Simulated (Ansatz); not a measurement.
## Run report: Ge, band-structure calculation (part 2 of 2)

Continued. System: Ge (R-3m, 2 atoms in the cell). Method: DFT, HSE06, plane waves, PAW, no spin polarisation (Ansatz 0.2.0); cutoff 420 eV, 6×6×6 k-mesh, Fermi–Dirac smearing of 0.02 eV. The structure was built on a prototype by a generator. The geometry comes from this level: r2SCAN (a point of a series of strains). It belongs to a series of runs on one base structure; here: epitaxial_111 strain +0.5%.

Geometry of the input (Å; fractional positions):
```
-0.0131  2.8380  2.8380
2.8380  -0.0131  2.8380
2.8380  2.8380  -0.0131
Ge -0.0003  -0.0003  -0.0003
Ge 0.2503  0.2503  0.2503
```

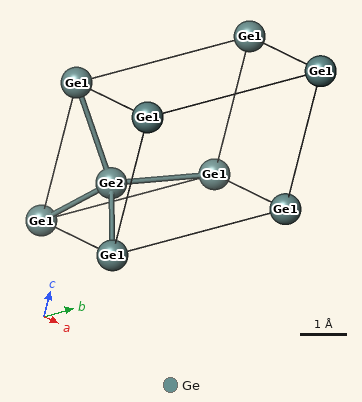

Figure 1. The structure as given in the input (ball-and-stick view of the cell of the calculation, seen slightly off an axis; atoms are numbered from 1 in the order of the input).

**Output, continued**
```
--- Stress (GPa, compression-positive) ---
       -0.221413       0.307199       0.307199
        0.307199      -0.221413       0.307199
        0.307199       0.307199      -0.221413
  P = ⅓ Tr σ = -0.2214 GPa (-2.214 kbar)
--- Band table (eV; the first three rows and the last of 32) ---
  k-point 0: bands = ["-19.8908", "-19.8858", "-19.8858", "-19.8507", "-19.8507", "-19.6538", "-19.6538", "-19.6480", "-19.6357", "-19.6357", "-5.8748", "8.0253", "8.0253", "8.0810", "8.7363", "11.2196", "11.2196", "11.2959"]
  k-point 1: bands = ["-19.9011", "-19.8977", "-19.8825", "-19.8345", "-19.8343", "-19.6671", "-19.6649", "-19.6573", "-19.6249", "-19.6226", "-5.5086", "4.7486", "7.4956", "7.5362", "9.6335", "11.9395", "11.9985", "12.9051"]
  k-point 2: bands = ["-19.9109", "-19.9083", "-19.8748", "-19.8167", "-19.8156", "-19.6788", "-19.6783", "-19.6660", "-19.6163", "-19.6133", "-4.4921", "1.4935", "6.8073", "6.8358", "9.0560", "12.5103", "12.5481", "15.9649"]
  k-point 31: bands = ["-19.9097", "-19.9097", "-19.8711", "-19.8095", "-19.8095", "-19.6831", "-19.6831", "-19.6698", "-19.6145", "-19.6145", "-3.5483", "-0.1723", "6.5100", "6.5100", "8.7151", "12.4482", "12.4482", "15.8991"]
```

**File bands.tsv**
```
# k_distance	band_0	band_1	band_2	band_3	band_4	band_5	band_6	band_7	band_8	band_9	band_10	band_11	band_12	band_13	band_14	band_15	band_16	band_17
# fermi_ev = 8.396095
# lock_threshold_ev = 1e-6
# [0, 0, 0] at k_distance = 0.000000
# [0.5, 0, 0.5] at k_distance = 1.104449
# [0.625, 0.25, 0.625] at k_distance = 1.495829
# [0.375, 0.375, 0.75] at k_distance = 2.170605
# [0.5, 0.5, 0.5] at k_distance = 2.845380
# [0.5, 0.25, 0.75] at k_distance = 3.624544
# [-0.003581, 0, 0.003581] at k_distance = 4.858159
# levels_relative_to = fermi_ev
# free_energy_ev = -8591.675029
# largest_residual_norms_ev = 3.410e-4 3.369e-4 3.516e-4 2.765e-4 4.298e-4 3.317e-4 2.803e-4 2.814e-4 2.288e-4 2.288e-4 2.515e-4 5.169e-4 4.544e-4 7.220e-4 8.343e-4 6.340e-4 9.919e-4 7.087e-4
0.000000	-28.286872	-28.281890	-28.281890	-28.246835	-28.246835	-28.049922	-28.049922	-28.044055	-28.031764	-28.031764	-14.270929	-0.370767	-0.370767	-0.315120	0.340203	2.823457	2.823457	2.899845
1.104449	-28.318202	-28.316069	-28.233017	-28.232674	-28.137390	-28.136743	-28.083286	-28.080953	-27.997349	-27.994842	-10.010514	-9.984762	-3.676854	-3.620703	0.891872	0.965917	10.269351	10.301164
1.495829	-28.333410	-28.316899	-28.230840	-28.175084	-28.147924	-28.134958	-28.130927	-28.084161	-27.996371	-27.980243	-10.500810	-9.351804	-4.972708	-3.193899	1.331274	4.518670	7.795355	7.990451
2.170605	-28.333410	-28.316899	-28.230840	-28.175084	-28.147924	-28.134958	-28.130927	-28.084161	-27.996371	-27.980243	-10.500810	-9.351804	-4.972708	-3.193899	1.331274	4.518670	7.795355	7.990451
2.845380	-28.305803	-28.305803	-28.267210	-28.205614	-28.205614	-28.079166	-28.079166	-28.065941	-28.010619	-28.010619	-11.944417	-8.568364	-1.886075	-1.886075	0.319044	4.052137	4.052137	7.503038
3.624544	-28.330547	-28.329268	-28.192953	-28.192824	-28.146162	-28.142976	-28.114672	-28.113450	-27.984762	-27.982706	-9.908988	-9.868316	-4.517519	-4.505882	4.725967	4.829663	4.999267	5.083306
4.858159	-28.286893	-28.281907	-28.281892	-28.246812	-28.246797	-28.049950	-28.049929	-28.044105	-28.031757	-28.031699	-14.270474	-0.389304	-0.372286	-0.316062	0.356899	2.824156	2.825401	2.900941
```

**File rho_z.tsv**
```
# z_ang	rho[e/angstrom^3]
# format = ansatz-planar-average/11
# lattice	-0.013050093	2.838007786	2.838007786
# lattice	2.838007786	-0.013050093	2.838007786
# lattice	2.838007786	2.838007786	-0.013050093
# sites	2
# site	32	-0.001604925	-0.001604925	-0.001604925
# site	32	1.417346295	1.417346295	1.417346295
0.000000	1.458463e0
0.148651	1.322840e0
0.297302	1.011464e0
0.445952	8.010780e-1
0.594603	8.334063e-1
0.743254	1.089396e0
0.891905	1.384176e0
1.040555	1.438951e0
1.189206	1.164498e0
1.337857	7.607007e-1
1.486508	4.488246e-1
1.635158	2.762647e-1
1.783809	1.917256e-1
1.932460	1.487026e-1
2.081111	1.247300e-1
2.229761	1.113579e-1
2.378412	1.042481e-1
2.527063	1.021657e-1
2.675714	1.055751e-1
2.824364	1.139772e-1
2.973015	1.295201e-1
3.121666	1.571301e-1
3.270317	2.076099e-1
3.418967	3.087884e-1
3.567618	5.127520e-1
3.716269	8.590369e-1
3.864920	1.256123e0
```

**File v_z.tsv**
```
# z_ang	v_es[eV]	v_tot[eV]
# format = ansatz-planar-average/11
# xc	hse06
# density_cutoff_ev	1680
# datasets	Ge=:simpson_from_first_knot:soft:fock:shift=0
# lattice	-0.013050093	2.838007786	2.838007786
# lattice	2.838007786	-0.013050093	2.838007786
# lattice	2.838007786	2.838007786	-0.013050093
# sites	2
# site	32	-0.001604925	-0.001604925	-0.001604925
# site	32	1.417346295	1.417346295	1.417346295
0.000000	5.567609e-1	-8.528654e0
0.148651	-3.422074e-1	-9.654997e0
0.297302	-9.598180e-1	-1.043613e1
0.445952	-1.237152e0	-1.080512e1
0.594603	-1.198570e0	-1.075248e1
0.743254	-8.373259e-1	-1.027827e1
0.891905	-1.384204e-1	-9.401160e0
1.040555	8.061861e-1	-8.209713e0
1.189206	1.827791e0	-6.857931e0
1.337857	2.883423e0	-5.406189e0
1.486508	4.030617e0	-3.805167e0
1.635158	5.265121e0	-2.076699e0
1.783809	6.567542e0	-3.118873e-1
1.932460	7.871010e0	1.365268e0
2.081111	8.996663e0	2.763923e0
2.229761	9.756725e0	3.699862e0
2.378412	1.015013e1	4.191505e0
2.527063	1.025378e1	4.323213e0
2.675714	1.008076e1	4.103943e0
2.824364	9.604561e0	3.511894e0
2.973015	8.744378e0	2.452908e0
3.121666	7.553045e0	9.632208e-1
3.270317	6.237427e0	-7.505003e-1
3.418967	4.949407e0	-2.516272e0
3.567618	3.734605e0	-4.220069e0
3.716269	2.612516e0	-5.781389e0
3.864920	1.570987e0	-7.204414e0
```

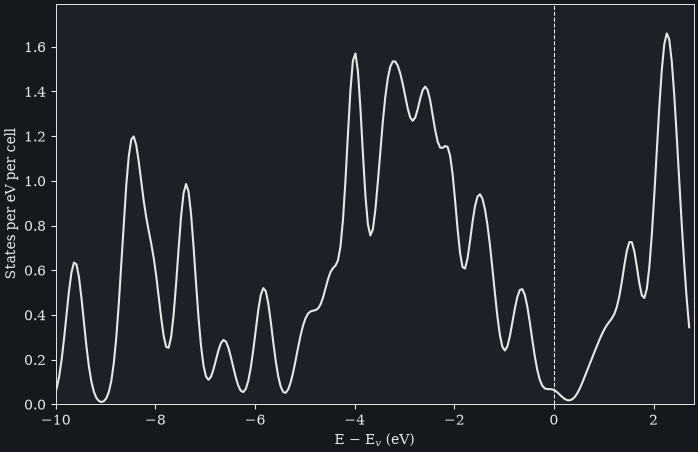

Figure 2. Density of states (the curve is built from the levels of the k mesh with Gaussians 0.4 eV wide, which also blur the band edges), with energies from the valence-band top. There is a gap of 0.63 eV on the k-point mesh. The curves stop near 2.4 eV above the Fermi level, where the computed bands end. Small ripples come from the finite k-point mesh.

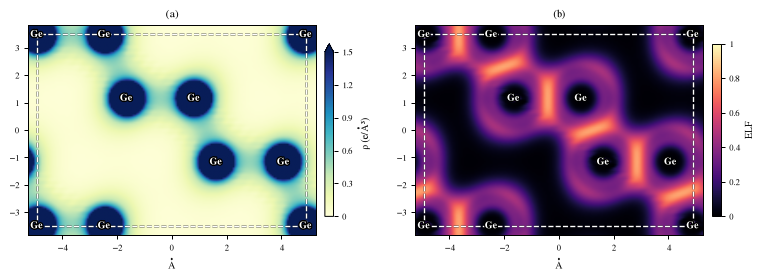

Figure 3. (a) valence electron density; (b) ELF on the (110) plane of the conventional cell. The section cuts through Ge sites. Ge–Ge (2.46 Å): ρ is about 0.52 e/Å³ halfway; the ELF peaks at about 0.80 between the atoms (a covalent bond). Away from the nuclei the density in this plane falls to 0.02 e/Å³ at its lowest. In a PAW calculation such maps are meaningful between the atoms, not at the nuclei.

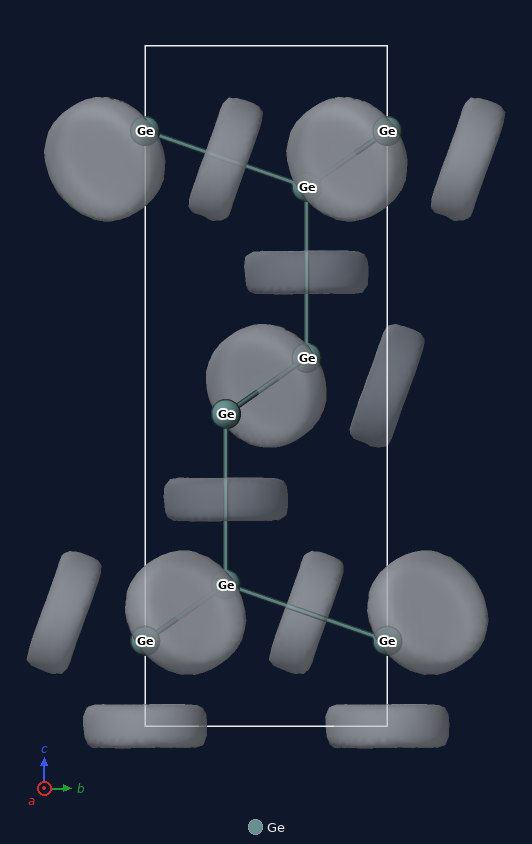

Figure 4. Isosurface of the electron localisation function at 0.55 (grey), seen along the a axis. Core shells and regions of very low density are left out. Sticks mark near contacts. The outline is the cell set on symmetry axes. Values along the shortest contacts:

**Key numbers**

```json
{"quantity": "outcome", "value": "converged"}
{"quantity": "space group (tolerance 0.01 Å)", "value": "R-3m (166)"}
{"quantity": "electrons treated", "value": "28"}
{"quantity": "free energy", "value": "−8591.6750 eV"}
{"quantity": "Fermi energy", "value": "8.396 eV"}
{"quantity": "band gap", "value": "0.63 eV"}
{"quantity": "pressure", "value": "−0.22 GPa"}
{"quantity": "largest force (length of the vector)", "value": "0.001 eV/Å"}
{"quantity": "wall time", "value": "43 s (CPU time 2.7 min)"}
{"quantity": "peak memory", "value": "1.2 GiB"}
```

**Remarks**

The program warns: the exchange loop's threshold is looser than advised for the stress; the SCF threshold is looser than advised for the printed stress.
